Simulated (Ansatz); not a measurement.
# CHF3 (trifluoromethane): levels of theory compared

Aim: a comparison of 6 runs (UHF/STO-3G, B2PLYP/STO-3G, BHLYP/STO-3G, r2SCAN/STO-3G, wB97M-V/STO-3G, BCCD(T)/STO-3G) of CHF3 (trifluoromethane). 

Program for the calculation: Ansatz 0.2.0.

40 further runs of the same task are left out: 6 that didn't finish, 34 set aside as unsound or not needed.

## (1) The structure to begin with

CHF3 has 5 atoms, charge 0, and is taken as a singlet. As SMILES, `FC(F)F`. The C2–F1 distance was set to 1.997 Å, away from the relaxed value. At this shape a bond of the SMILES string is far longer than usual.

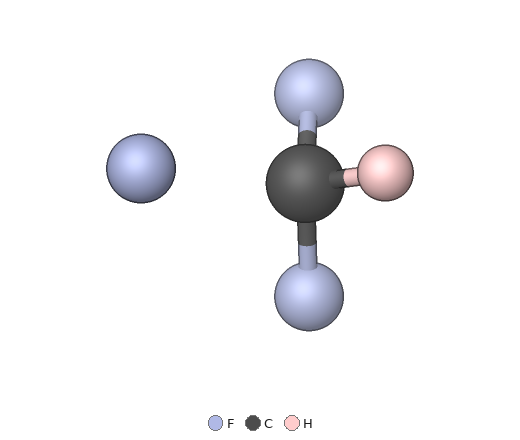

The structure, seen from a chosen angle (fluorine light blue, carbon dark grey, hydrogen pink).

## (2) The energy at UHF/STO-3G (run 1)

Input file in.yaml:

```yaml
crystal:
  periodic: [false, false, false]
  atoms:
    - {symbol: F, position_ang: [-1.012741, -0.522739, 1.615400]}
    - {symbol: C, position_ang: [0.019500, 0.056360, 0.006820]}
    - {symbol: F, position_ang: [1.047350, -0.773770, -0.157470]}
    - {symbol: F, position_ang: [-0.772570, -0.035090, -1.059420]}
    - {symbol: H, position_ang: [0.374370, 1.082210, 0.130870]}
basis:
  gaussian:
    orbitals: STO-3G
magnetization:
  spin_polarized: true
  initial_magnetization: 0
hamiltonian:
  xc: hf
accuracy: high
```

Started as:

```
ansatz run in.yaml --threads 1 --pin off --max-ram 3480MiB --events-out events.jsonl --progress --plain --runs-dir runs
```

What it wrote:

```text
Warning: RAYON_NUM_THREADS=1 ignored (pool sized by the plan → 1); use --threads N
Functional definition: HF
  name "HF"
  exchange = exact_x
  correlation = 0
381 factors; integrals over basis functions are off by at most 3.5e-8 eV
mean field evaluation 1: about -9022.8680 eV, gradient 2.8e1 eV
mean field evaluation 2: about -9022.9864 eV, gradient 2.8e1 eV
mean field evaluation 4: about -9032.1877 eV, gradient 1.9e0 eV
mean field evaluation 8: about -9032.2191 eV, gradient 7.0e-2 eV
mean field evaluation 16: about -9032.2192 eV, gradient 8.7e-5 eV
mean field evaluation 32: about -9034.1117 eV, gradient 4.1e-4 eV
mean field evaluation 64: about -9032.8423 eV, gradient 3.7e0 eV
mean field evaluation 96: about -9034.0736 eV, gradient 9.1e-1 eV
mean field evaluation 128: about -9033.0055 eV, gradient 3.1e-2 eV
mean field evaluation 160: about -9034.1116 eV, gradient 6.6e-2 eV
mean field -9034.11165586 eV, -331.9974798120 hartree, gradient 3.0e-8 eV, S^2 0.783248; 4 other end points of the search recorded, 0 dependent functions left out
reference -9034.11165586 eV, -331.9974798120 hartree; 17, 17 occupied and 4, 4 virtual orbitals, 381 factors
Total energy: -9034.11165586 eV, -331.9974798120 hartree
```

Run time: 0.28 s. Hardware: 1 thread of Arm Neoverse V2, shared host.

## (3) A single-point energy at B2PLYP/STO-3G (run 2)

Input file input.yaml:

```yaml
crystal:
  periodic: [false, false, false]
  atoms:
    - {symbol: F, position_ang: [-1.012741, -0.522739, 1.615400]}
    - {symbol: C, position_ang: [0.019500, 0.056360, 0.006820]}
    - {symbol: F, position_ang: [1.047350, -0.773770, -0.157470]}
    - {symbol: F, position_ang: [-0.772570, -0.035090, -1.059420]}
    - {symbol: H, position_ang: [0.374370, 1.082210, 0.130870]}
basis:
  gaussian: {orbitals: STO-3G}
magnetization: {spin_polarized: false, initial_magnetization: 0}
hamiltonian: {xc: {name: B2PLYP}}
correlation: {frozen_orbitals: {C: 1, F: 1, H: 0}}
accuracy: high
```

Started as:

```
ansatz run input.yaml --threads 1 --pin off --max-ram 3480MiB --events-out events.jsonl --progress --plain --runs-dir runs
```

What it wrote, shortened:

```text
Warning: RAYON_NUM_THREADS=1 ignored (pool sized by the plan → 1); use --threads N
Functional definition: B2PLYP
  name "B2PLYP"
[...]
381 factors; integrals over basis functions are off by at most 3.5e-8 eV
[...]
mean field -9056.95006703 eV, -332.8367759422 hartree, gradient 5.7e-8 eV, S^2 0.000000; 0 other end points of the search recorded, 0 dependent functions left out; unrestricted orbitals would lower it
4 core orbitals not correlated: weight in the atoms' cores, before any rotation towards them, 1.000 or more for the frozen orbitals, at most 0.000 for the correlated occupied ones
reference -9056.95007899 eV, -332.8367763816 hartree; 13, 13 occupied and 4, 4 virtual orbitals, 381 factors
second order -5.64115200 eV of doubles, -0.00000000 eV of singles
Total energy: -9058.47319003 eV, -332.8927496799 hartree
```

Wall time 1.4 s (1 thread of Arm Neoverse V2, shared host); peak memory 0.1 GiB.

## (4) The energy at BHLYP/STO-3G (run 3)

Input file molecule.yaml:

```yaml
crystal:
  periodic: [false, false, false]
  atoms:
    - symbol: F
      position_ang: [-1.012741, -0.522739, 1.615400]
    - symbol: C
      position_ang: [0.019500, 0.056360, 0.006820]
    - symbol: F
      position_ang: [1.047350, -0.773770, -0.157470]
    - symbol: F
      position_ang: [-0.772570, -0.035090, -1.059420]
    - symbol: H
      position_ang: [0.374370, 1.082210, 0.130870]
basis:
  gaussian:
    orbitals: STO-3G
hamiltonian:
  xc: {name: BHLYP}
accuracy: high
```

Started as:

```
ansatz run molecule.yaml --threads 1 --pin off --max-ram 3480MiB --events-out events.jsonl --progress --plain --runs-dir runs
```

What it wrote:

```text
Warning: RAYON_NUM_THREADS=1 ignored (pool sized by the plan → 1); use --threads N
Functional definition: BHLYP
  name "BHLYP"
  parameter a = 0.5
  exchange = (1 - a)*b88_x + a*exact_x
  correlation = lyp_c
381 factors; integrals over basis functions are off by at most 3.5e-8 eV
mean field evaluation 1: about -9058.5249 eV, gradient 3.6e1 eV
mean field evaluation 2: about -9049.0255 eV, gradient 6.4e1 eV
mean field evaluation 4: about -9065.9676 eV, gradient 4.4e0 eV
mean field evaluation 8: about -9066.1152 eV, gradient 5.5e-2 eV
mean field evaluation 16: about -9066.1152 eV, gradient 6.4e-6 eV
mean field -9066.11520646 eV, -333.1735886036 hartree, gradient 9.1e-8 eV, S^2 0.000000; 0 other end points of the search recorded, 0 dependent functions left out
reference -9066.11521921 eV, -333.1735890722 hartree; 17, 17 occupied and 4, 4 virtual orbitals, 381 factors
Total energy: -9066.11521921 eV, -333.1735890722 hartree
```

Wall time 0.98 s (1 thread of Arm Neoverse V2, shared host); peak memory 0.096 GiB.

Runs 4 to 5 aren't shown in full; the table further down has their settings and results.

## (5) The energy at BCCD(T)/STO-3G (run 6)

Input file molecule.yaml:

```yaml
crystal:
  periodic: [false, false, false]
  atoms:
    - {symbol: F, position_ang: [-1.012741, -0.522739, 1.615400]}
    - {symbol: C, position_ang: [0.019500, 0.056360, 0.006820]}
    - {symbol: F, position_ang: [1.047350, -0.773770, -0.157470]}
    - {symbol: F, position_ang: [-0.772570, -0.035090, -1.059420]}
    - {symbol: H, position_ang: [0.374370, 1.082210, 0.130870]}
basis:
  gaussian: {orbitals: STO-3G}
correlation: {method: bccd_t, frozen_orbitals: {C: 1, F: 1, H: 0}}
accuracy: high
scf: {omitted_lower_state_checks: [cluster_reference, increment]}
```

Started as:

```
ansatz run molecule.yaml --threads 1 --pin off --max-ram 3480MiB --events-out events.jsonl --progress --plain --runs-dir runs
```

What it wrote:

```text
Warning: RAYON_NUM_THREADS=1 ignored (pool sized by the plan → 1); use --threads N
[... 11 lines left out ...]
4 core orbitals not correlated: weight in the atoms' cores, before any rotation towards them, 1.000 or more for the frozen orbitals, at most 0.000 for the correlated occupied ones
[... 31 lines left out ...]
WARN: these amplitudes may be one of several solutions (largest doubles amplitude 0.37, level shift 3.69 eV)
Total energy: -9037.83054332 eV, -332.1341464053 hartree
Checks for a lower state left out: cluster_reference, increment
```

Run time: 0.26 s. Hardware: 1 thread of Arm Neoverse V2, shared host.

## (6) All runs side by side

| run | level | frozen core orbitals | energy (Eh) | wall time |
| --- | --- | --- | --- | --- |
| 1 | UHF/STO-3G | – | -331.997480 | 0.28 s |
| 2 | B2PLYP/STO-3G | 4 | -332.892750 | 1.4 s |
| 3 | BHLYP/STO-3G | – | -333.173589 | 0.98 s |
| 4 | r2SCAN/STO-3G | – | -333.205552 | 2.2 s |
| 5 | wB97M-V/STO-3G | – | -333.293797 | 18 s |
| 6 | BCCD(T)/STO-3G | 4 | -332.134146 | 0.26 s |

## (7) What came out

| quantity | value |
| --- | --- |
| run 6: total energy | -332.13415 Eh |
| run 6: correlation energy (4 core orbitals frozen) | -206.2 mEh |
| run 6: (T) correction | -8.66 mEh |

What this shows: Totals of different functionals can't be ranked against each other. In runs 2, 6 the log says that unrestricted orbitals would lower the reference, so the values rest on an unstable closed-shell determinant (other closed-shell runs at this shape may share the fault). In runs 1, 2, 3, 4, 5, 6 the basis is minimal, so the values are rough. Spin contamination of the reference: run 1 ⟨S²⟩ = 0.78. Where it is this large, the reference is a mixture of spin states, and values that rest on it are in doubt. All runs together took 23 s, the longest 18 s.
